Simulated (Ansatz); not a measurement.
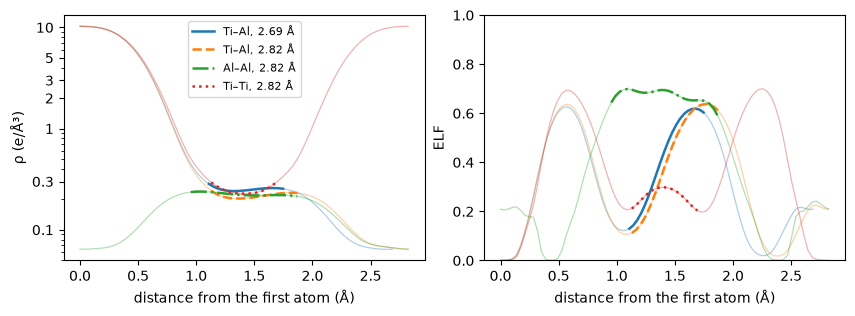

Figure 1: TiAl. Valence pseudo-density and electron localisation function along straight lines between neighbouring atoms. Thin, pale parts lie inside the atomic spheres.

Space group Pm; not relaxed (largest force 1.1 eV/Å); computed without spin polarisation.

Theory: Ansatz, DFT PBE, scalar-relativistic, plane waves, PAW.

Core electrons are frozen (PAW), and the valence fields are smoothed inside the atomic spheres.

### What can be read from the curves?

Ti–Al (2.69 Å): ρ is about 0.24 e/Å³ halfway; the ELF is about 0.35 at the midpoint.
Ti–Al (2.82 Å): ρ is about 0.2 e/Å³ halfway; the ELF is about 0.40 at the midpoint.
Al–Al (2.82 Å): the density is about 0.22 e/Å³ at the midpoint; the ELF peaks at about 0.70 between the atoms.
Ti–Ti (2.82 Å): ρ at the midpoint is about 0.23 e/Å³; the ELF is about 0.30 at the midpoint; no localised pair shows between them.
